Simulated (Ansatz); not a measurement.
**Bands, cutoff and cost in G0W0 for P (honeycomb bilayer)**

Wanted: a G0W0 gap for P (honeycomb bilayer) that is converged in bands and cutoff, or an estimate of the limit.

Main program and level: Ansatz 0.2.0; G0W0 on PBE, plane waves, PAW; PAW set soft_1.

## (1) The starting structure

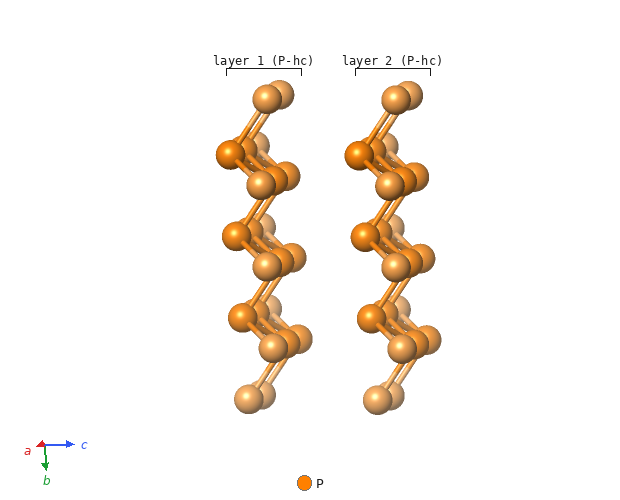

The cell as given, from the side, with the c axis across the page (phosphorus orange). 2×3×1 cells are drawn. Some periodic images of atoms are drawn too.

The cell holds 4 atoms: 4 P. Its edges and angles: a = 3.255 Å, b = 3.255 Å, c = 34.400 Å, α = 90.0°, β = 90.0°, γ = 120.0°. Regions: layer 1 (P-hc), 2 atoms (2 P); layer 2 (P-hc), 2 atoms (2 P). Vacuum lies along c.

The structure was relaxed with PBE-D3(BJ). The runs that relaxed it are not among those shown. The Coulomb interaction is cut off across the vacuum.

## (2) 209 empty bands, screening to 44 eV

Now the one-shot GW correction: screening in the RPA, then the self-energy of the levels asked for. This step takes PAW set soft_1 files.

input.yaml reads:

```yaml
crystal:
  lattice:
    - [3.2551426215, 0.0, 0.0]
    - [-1.6275713108, 2.8190362032, 0.0]
    - [0.0, 0.0, 34.4]
  atoms:
    - { symbol: P, position: [0.3333333333, 0.6666666667, 0.4546438761] }
    - { symbol: P, position: [0.6666666667, 0.3333333333, 0.4184564772] }
    - { symbol: P, position: [0.3333333333, 0.6666666667, 0.5815435228] }
    - { symbol: P, position: [0.6666666667, 0.3333333333, 0.5453561239] }
  periodic: [true, true, false]
kpoints:
  mp_grid: { grid: [6, 6, 1] }
hamiltonian:
  xc: pbe
  pseudopotentials: { kind: paw, azcp: { folder: soft_1 } }
scf:
  occupations: { method: fixed }
gw:
  n_empty_bands: 209
  ecut_chi: 44
  qp_bands: [v2, c2]
  qp_kpoints: band_edges
  screening: { model: contour_deformation }
```

Launch:

```
> ansatz run input.yaml --threads 3 --pin off --max-ram 92160MiB --backend cuda --events-out ev --progress --plain --runs-dir out --devices 1 --max-vram 13GiB
```

Numbers of over 12 decimals in the logs are rounded to 6 here.

The program printed:

```text
GPUs: using 1 of 1 available (devices: 1).
Engine: ansatz 0.2.0, x86_64-unknown-linux-gnu
Pseudopotentials: kind: paw
Pseudopotential: P, paw, valence charge 5, recommended cutoff 420 eV (normal), soft_1/P.paw.azcp
Functional definition: PBE
  parameter kappa = 0.804
  parameter beta = 0.066725
  exchange = pbe_x(kappa = kappa, mu = beta*pi^2/3)
  correlation = pbe_c(beta = beta)
device memory: the entry about to start is reckoned to put 1.9 GiB on a device that reports 49.6 GiB free (of which the cap on the GPU budget leaves the run 13.0 GiB)
GPU FFT provider: cuFFT
GPU libraries: cuBLAS 13.8.2, cuFFT 12.4.0, cuSOLVER 12.3.4
Crystal: 4 atoms, lattice volume = 315.667 Å³
Basis set: ecut = 420 eV, 6283 PW (Γ)
Bands: 14, of which v1, the nominal top of the filled ones, is band 10 counted from 1 (9 counted from 0)
Symmetry: 12 space group operations
Space group: P-3m1 (ITA 164), of the structure as read, at distance tolerance 6.8e-5 Å
k-points: 7 of 36
Non-local potential: P, projectors of the file, l = 0: 2, l = 1: 2, l = 2: 1
PAW form: soft (Blöchl's): semilocal exchange-correlation on the pseudo side does not see the compensation charge
PAW one-centre angular grid: P, 110 points (default); XC on 64 Gauss nodes
Initial density: superposition of atomic densities (neutral atoms: chi_scale 0, normalization atom)
Initial wavefunctions: pseudopotential atomic-orbital guess
GPU buffer pool allocated for 138240 grid points (all kernels)
GPU transforms: local potential and band sums: pruned to the plane-wave sphere, on 24×24×240
Functional: x = pbe(κ = 0.804, μ = 0.219515), c = pbe(β = 0.066725)
SCF iter   1: F=—  HF=-3022.732448 eV  |F-HF|=—  |Δ(HF+E_count)|=         —  Δρ=1.92e-2  dr2=8.72e-1  ethr=3.10e-3  ⟨swp⟩=8.0  Hψ=787  notcnv=0  defer=12
preconditioner: auto → Resta (q_TF=auto, 1.723 Å⁻¹)  ε∞=2.1  [insulator: Δε(μ)=1.063 eV  Ē_g=8.922 eV  n_scr=18 (ndim 8)  ℏωp=9.3 eV  f_vac=0.701  ε∞_Penn≈2.1  vacuum switching on, ρ_ref=5.8e-3 e/Å³]
SCF iter   2: F=—  HF=-3022.562247 eV  |F-HF|=—  |Δ(HF+E_count)|=   1.70e-1  Δρ=1.00e-2  dr2=2.34e-1  ethr=3.10e-3  ⟨swp⟩=1.1  Hψ=155  notcnv=0  defer=12
SCF iter   3: F=—  HF=-3022.533456 eV  |F-HF|=—  |Δ(HF+E_count)|=   2.88e-2  Δρ=1.83e-3  dr2=4.36e-2  ethr=1.17e-3  ⟨swp⟩=3.0  Hψ=192  notcnv=0  defer=13
SCF iter   4: F=—  HF=-3022.526889 eV  |F-HF|=—  |Δ(HF+E_count)|=   6.57e-3  Δρ=1.03e-3  dr2=4.24e-3  ethr=2.18e-4  ⟨swp⟩=3.4  Hψ=193  notcnv=0  defer=14
SCF iter   5: F=—  HF=-3022.529956 eV  |F-HF|=—  |Δ(HF+E_count)|=   3.07e-3  Δρ=1.39e-3  dr2=1.02e-2  ethr=2.12e-5  ⟨swp⟩=5.1  Hψ=287  notcnv=0  defer=15
SCF iter   6: F=—  HF=-3022.526077 eV  |F-HF|=—  |Δ(HF+E_count)|=   3.88e-3  Δρ=1.65e-4  dr2=1.60e-4  ethr=2.12e-5  ⟨swp⟩=4.0  Hψ=251  notcnv=0  defer=14
SCF iter   7: F=—  HF=-3022.526037 eV  |F-HF|=—  |Δ(HF+E_count)|=   4.01e-5  Δρ=2.41e-5  dr2=2.84e-6  ethr=8.00e-7  ⟨swp⟩=3.9  Hψ=245  notcnv=0  defer=14
SCF iter   8: F=—  HF=-3022.526037 eV  |F-HF|=—  |Δ(HF+E_count)|=   1.36e-7  Δρ=3.75e-6  dr2=1.22e-7  ethr=1.42e-8  ⟨swp⟩=3.6  Hψ=232  notcnv=0  defer=14
SCF iter   9: F=-3022.526037 eV  HF=-3022.526037 eV  |F-HF|=1.47e-9  |Δ(HF+E_count)|=   1.24e-8  Δρ=8.95e-7  dr2=3.70e-9  ethr=5.00e-10  ⟨swp⟩=13.1  Hψ=813  notcnv=0
SCF 1 converged in 9 iterations: F = -3022.526037 eV  dr2 = 3.70e-9
  greatest PAW one-centre occupation: 0.815 electrons in one spin orbital (limit 2), on the P atom at site 2 (counted from 0), in its partial waves of l = 0
device memory: the entry about to start is reckoned to put 2.6 GiB on a device that reports 47.3 GiB free (of which the cap on the GPU budget leaves the run 13.0 GiB)
NSCF: frozen V_eff on 7 k-points
the band table was solved once the SCF had ended and its energy, with any forces and stress, was formed, with the checks that follow a solve (967 applications of the Hamiltonian). They found nothing against the state; the energy, forces and stress were not computed again (output.eigenvalues in the input reference)
device memory: the entry about to start is reckoned to put 4.4 GiB on a device that reports 48.6 GiB free (of which the cap on the GPU budget leaves the run 13.0 GiB)
NSCF: frozen V_eff on 7 k-points
G₀W₀ screening: q 1/7
[... further progress lines ...]
SCF converged after 9 iterations
Free energy (F): -3022.526037 eV
Harris-Foulkes:  -3022.526037 eV  (|F-HF|=1.47e-9)
Internal energy: -3022.526037 eV  (E = F + TS)
E sigma→0 (E₀):  -3022.526037 eV
Fermi energy:    -5.487250 eV
--- Per-component energies (eV) ---
  E_band       = -228.511046
  E_kinetic    = 272.280076
  E_local      = -23591.133220  (includes V_loc(G=0)·N_el)
  E_nonlocal   = 130.804284
  E_hartree    = 11616.081710
  E_xc         = -289.886290
  E_vxc        = -241.750971  (∫ρ·V_xc dr)
  E_paw        = -2232.692283  (= ΣΔE_a)
  E_vpaw       = -30.873269  (= ΣTr[D̂ρ^β])
  E_aug_tail   = -0.000001  (compensation charges beyond the density's cutoff)
  E_ewald      = 11072.019687
  E_smearing   = -0.000000  (= −TS)
  E_closure    = -0.000000  (closes the sum)
  Σ components = -3022.526037   (vs F -3022.526037, Δ=0.00e0)
--- Band table (eV; the first three rows and the last of 7) ---
  k-point 0: bands = [... 6 lower, -6.2619, -6.2071, -6.2071, -5.5834, -2.2233, -2.2233, -2.2069, -2.1991]
  k-point 1: bands = [... 6 lower, -7.0750, -7.0623, -7.0100, -5.4872, -3.2509, -3.1274, -1.3064, -1.1803]
  k-point 2: bands = [... 6 lower, -8.0958, -8.0238, -6.6444, -6.4062, -4.4632, -3.8928, -2.2332, -1.7272]
  k-point 6: bands = [... 6 lower, -8.3185, -8.3185, -7.6415, -7.6415, -4.5597, -3.6560, -1.2950, -1.2950]
--- G₀W₀: contour deformation, 6 samples at zero and on the imaginary axis and 2 off it, 36 q-points, 209 empty bands' worth ---
  eigenvalues of the whole cell's RPA ε∞ on this k-mesh (on a slab, of 1 + 4πα/V) = 1.2129, 4.4090, 4.4090; static W/v taken at q = 0 is 0.413044
  gw.qp_kpoints: band_edges: 6 of 7 stored k-points solved, in 1 pass; an edge of the gap read off the rows below is read off those points alone
    valence top: of the k-points left out ik 5 came nearest to being solved in a further pass, in band 9 (counted from 1, as in the quasiparticle table): it holds the edge there only if its correction is more favourable than any solved in that band by at least 1.538 eV; those differ by 0.323 eV
    conduction bottom: of the k-points left out ik 5 came nearest to being solved in a further pass, in band 11 (counted from 1, as in the quasiparticle table): it holds the edge there only if its correction is more favourable than any solved in that band by at least 1.225 eV; those differ by 0.386 eV
    ik  band        ε_KS         Σx   Σc(E_QP)       V_xc       Z   E_QP_lin       E_QP  E_QP is
     0     9     -6.2071   -16.7609     1.5943   -15.1666  0.7517    -6.2071    -6.2072  root
     0    10     -5.5834   -14.4918     1.5875   -12.6207  0.7408    -5.8687    -5.8670  root
     0    11     -2.2233    -8.7517    -4.1764   -13.8358  0.7344    -1.2933    -1.3157  root
     0    12     -2.2233    -8.7517    -4.1764   -13.8358  0.7344    -1.2933    -1.3157  root
     1     9     -7.0100   -16.6384     1.8060   -14.7773  0.7433    -7.0653    -7.0652  root
     1    10     -5.4872   -14.9309     1.5527   -13.1447  0.7414    -5.7218    -5.7208  root
     1    11     -3.2509    -8.8181    -3.7854   -13.4158  0.7472    -2.4235    -2.4386  root
     1    12     -3.1274    -8.6038    -3.8438   -13.2610  0.7447    -2.2996    -2.3140  root
     2     9     -6.6444   -15.4476     2.0232   -13.1458  0.7249    -6.9249    -6.9231  root
     2    10     -6.4062   -15.4127     1.6819   -13.5371  0.7314    -6.6006    -6.6000  root
     2    11     -4.4632    -8.2910    -3.3978   -12.3413  0.7605    -3.8029    -3.8108  root
     2    12     -3.8928    -8.2930    -3.5411   -12.5342  0.7555    -3.1816    -3.1928  root
     3     9     -7.9412   -14.9877     2.2234   -12.4539  0.7112    -8.2539    -8.2515  root
     3    10     -7.3283   -15.5387     2.1077   -13.1775  0.7146    -7.5838    -7.5818  root
     3    11     -4.2835    -7.9638    -3.5546   -12.1925  0.7611    -3.6000    -3.6094  root
     3    12     -4.1360    -7.9348    -3.6692   -12.3112  0.7601    -3.4182    -3.4287  root
     4     9     -6.6295   -14.9362     1.9924   -12.6211  0.7247    -6.9552    -6.9522  root
     4    10     -5.7786   -15.6201     1.6484   -13.7854  0.7374    -5.9656    -5.9649  root
     4    11     -2.7149    -8.7484    -3.6823   -13.1622  0.7432    -1.9725    -1.9834  root
     4    12     -2.3797    -8.0549    -3.7799   -12.5363  0.7398    -1.6689    -1.6783  root
     6     9     -7.6415   -16.3251     2.3899   -13.7161  0.7071    -7.8613    -7.8605  root
     6    10     -7.6415   -16.3251     2.3899   -13.7161  0.7071    -7.8613    -7.8605  root
     6    11     -4.5597    -7.1139    -3.2303   -10.8660  0.7585    -4.0332    -4.0379  root
     6    12     -3.6560    -7.3741    -3.5937   -11.6026  0.7459    -3.0108    -3.0212  root
```

Elapsed: 15 s, on 1 × NVIDIA H100 80GB HBM3 (shared by 6 runs) with 3 threads of AMD EPYC 7R13 (Zen 3), shared host; peak memory 1.2 GiB; 12 s of CPU time.

This step gave:

```yaml
bands_summed: 219
plane_waves_in_the_screening_matrix: 211
q_points_in_the_mesh: 36
g0w0_gap_on_the_mesh: 1.683 eV
k_of_the_valence_top: 0, 0.1667, 0
k_of_the_conduction_bottom: 0.3333, 0.3333, 0
starting_gap_on_the_mesh: 0.9275 eV
z_at_the_valence_top: 0.7414
z_at_the_conduction_bottom: 0.7585
least_direct_g0w0_gap_on_the_computed_points: 2.789 eV
```

The gap on the mesh goes from 0.93 eV to 1.68 eV, a correction of +0.76 eV. Between the two edge states, bare exchange in place of the xc potential would open the gap by 5.54 eV, and correlation takes back 4.78 eV.

## (3) 512 empty bands, screening to 80 eV

Bands and screening cutoff are moved together, since each hides the error of the other.

input.yaml, as its differences from that of step 2:

```diff
@@ -18,5 +18,6 @@
   occupations: { method: fixed }
+  convergence: { dr2_threshold: 1.0e-10 }
 gw:
-  n_empty_bands: 209
-  ecut_chi: 44
+  n_empty_bands: 512
+  ecut_chi: 80.0
   qp_bands: [v2, c2]
```

The program printed:

```text
GPUs: using 1 of 1 available (devices: 1).
[...]
GPU FFT provider: cuFFT
GPU libraries: cuBLAS 13.8.2, cuFFT 12.4.0, cuSOLVER 12.3.4
Crystal: 4 atoms, lattice volume = 315.667 Å³
Basis set: ecut = 420 eV, 6283 PW (Γ)
Bands: 14, of which v1, the nominal top of the filled ones, is band 10 counted from 1 (9 counted from 0)
[... 1 set-up line as in the run before ...]
[...]
k-points: 7 of 36
[...]
GPU buffer pool allocated for 138240 grid points (all kernels)
[...]
SCF iter   1: F=—  HF=-3022.732448 eV  |F-HF|=—  |Δ(HF+E_count)|=         —  Δρ=1.92e-2  dr2=8.72e-1  ethr=3.10e-3  ⟨swp⟩=8.0  Hψ=787  notcnv=0  defer=12
[...]
SCF iter  10: F=-3022.526037 eV  HF=-3022.526037 eV  |F-HF|=1.05e-11  |Δ(HF+E_count)|=  1.76e-10  Δρ=1.30e-7  dr2=5.15e-11  ethr=1.00e-12  ⟨swp⟩=13.1  Hψ=1038  notcnv=0
SCF 1 converged in 10 iterations: F = -3022.526037 eV  dr2 = 5.15e-11
[...]
NSCF: frozen V_eff on 7 k-points
[...]
G₀W₀ screening: q 1/7
[... further progress lines ...]
SCF converged after 10 iterations
Free energy (F): -3022.526037 eV
[...]
Internal energy: -3022.526037 eV  (E = F + TS)
E sigma→0 (E₀):  -3022.526037 eV
Fermi energy:    -5.487241 eV
[...]
--- Band table (eV; the first three rows and the last of 7) ---
  k-point 0: bands = [... 6 lower, -6.2619, -6.2070, -6.2070, -5.5834, -2.2233, -2.2233, -2.2068, -2.1990]
  k-point 1: bands = [... 6 lower, -7.0750, -7.0623, -7.0100, -5.4872, -3.2509, -3.1274, -1.3064, -1.1803]
  k-point 2: bands = [... 6 lower, -8.0957, -8.0238, -6.6444, -6.4062, -4.4632, -3.8928, -2.2332, -1.7272]
  k-point 6: bands = [... 6 lower, -8.3185, -8.3185, -7.6415, -7.6415, -4.5597, -3.6560, -1.2950, -1.2950]
[...]
0     9     -6.2070   -16.7609     1.2214   -15.1666  0.7456    -6.5823    -6.5800  root
     0    10     -5.5834   -14.4918     1.3149   -12.6207  0.7350    -6.1467    -6.1395  root
     0    11     -2.2233    -8.7517    -4.4607   -13.8358  0.7266    -1.5913    -1.5999  root
     0    12     -2.2233    -8.7517    -4.4607   -13.8358  0.7266    -1.5913    -1.5999  root
     1     9     -7.0100   -16.6384     1.4571   -14.7773  0.7381    -7.4168    -7.4140  root
     1    10     -5.4872   -14.9309     1.2578   -13.1446  0.7352    -6.0213    -6.0156  root
     1    11     -3.2509    -8.8181    -4.0415   -13.4158  0.7422    -2.6883    -2.6946  root
     1    12     -3.1274    -8.6038    -4.0968   -13.2610  0.7399    -2.5610    -2.5669  root
[...]
6     9     -7.6415   -16.3251     2.1027   -13.7161  0.7006    -8.1507    -8.1477  root
     6    10     -7.6415   -16.3251     2.1027   -13.7161  0.7006    -8.1507    -8.1477  root
     6    11     -4.5597    -7.1139    -3.3942   -10.8660  0.7552    -4.1997    -4.2018  root
     6    12     -3.6560    -7.3741    -3.7838   -11.6026  0.7422    -3.2063    -3.2113  root
```

The job ended after 20 s (1 × NVIDIA H100 80GB HBM3 (shared by 6 runs) with 3 threads; peak memory 1.8 GiB).

Numbers from this step:

| Item | Value |
| --- | --- |
| bands summed | 522 |
| plane waves in the screening matrix | 537 |
| q-points in the mesh | 36 |
| G0W0 gap on the mesh | 1.814 eV |
| k of the valence top | 0, 0.1667, 0 |
| k of the conduction bottom | 0.3333, 0.3333, 0 |
| starting gap on the mesh | 0.9275 eV |
| Z at the valence top | 0.7352 |
| Z at the conduction bottom | 0.7552 |
| least direct G0W0 gap on the computed points | 2.868 eV |

Against the run with 6×6×1 mesh, 209 empty bands, screening to 44 eV, PAW set soft_1 files, the gap moves by +0.13 eV.

## (4) Convergence and cost

Times are wall times on 1 × NVIDIA H100 80GB HBM3 (shared by 6 runs) with 3 threads of AMD EPYC 7R13 (Zen 3), shared host, good to a factor of about two.

| mesh | files | frequency | bands summed | cutoff (eV) | start (eV) | G0W0 (eV) | time | host memory (GiB) |
| --- | --- | --- | --- | --- | --- | --- | --- | --- |
| 6×6×1 | PAW set soft_1 | contour deformation | 219 | 44 | 0.928 | 1.683 | 15 s | 1.2 |
| 6×6×1 | PAW set soft_1 | contour deformation | 522 | 80 | 0.928 | 1.814 | 20 s | 1.8 |

The parts of the quasiparticle energy at the two band edges (eV; QP = start + Σx + Σc − Vxc):

| run | edge | start | Σx | Σc | Vxc | Z | QP |
| --- | --- | --- | --- | --- | --- | --- | --- |
| 219 bands | valence top | -5.49 | -14.93 | 1.55 | -13.14 | 0.74 | -5.72 |
| 219 bands | conduction bottom | -4.56 | -7.11 | -3.23 | -10.87 | 0.76 | -4.04 |
| 522 bands | valence top | -5.49 | -14.93 | 1.26 | -13.14 | 0.74 | -6.02 |
| 522 bands | conduction bottom | -4.56 | -7.11 | -3.39 | -10.87 | 0.76 | -4.20 |

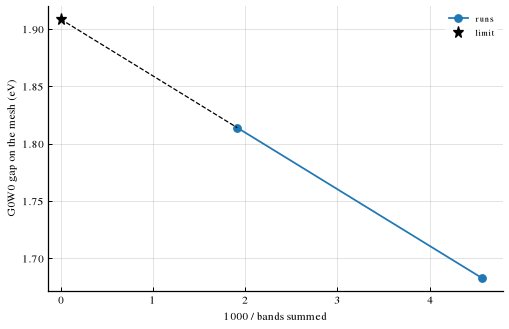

The gap against one over the number of bands; the dashed line carries the two highest rungs to the limit.

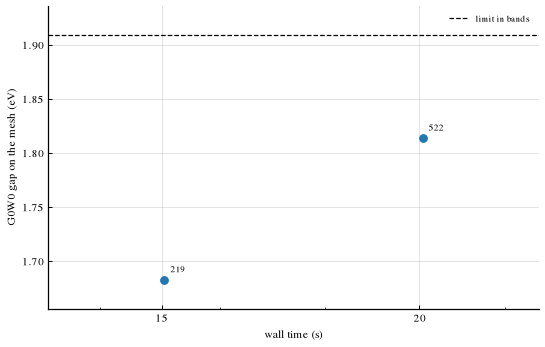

Result against wall time.

## (5) What came out

```yaml
219_bands_44_ev: 1.683 eV
522_bands_80_ev: 1.814 eV
estimated_limit_in_bands_and_cutoff: 1.91 eV
mesh_and_start: 6×6×1, PBE
```

What this shows: A line in one over the bands through the two rungs gives 1.91 eV, +0.09 eV from the top rung; with two points alone it is an unchecked estimate. The rungs stand 0.23 eV (219 bands) and 0.09 eV (522 bands) from it. From 219 to 522 bands the gap moves by +0.13 eV. Σc changes by −0.29 eV at the valence top and −0.16 eV at the conduction bottom, so both edges matter. The mesh in the plane is coarse for a sheet; gap and any exciton binding can still move on denser ones.

[Paths, hosts, dates, memory and timing lines, banners, echoed tables and standing remarks are left out of the program output.]

[Logs are printed without paths, hosts, clocks, repeated set-up lines and the standing remarks that a program may print on its own settings, such as how far it seeks lower states.]

[Runs of the session that timed out or met a known fault of the program may be left out.]

[Cells called generated may have been cut or substituted from an entry of the Crystallography Open Database or the Materials Project.]

[Hosts, paths, dates, database ids (printed as entryN), source tags and the programs' standing remarks are cut or masked in the printed files.]
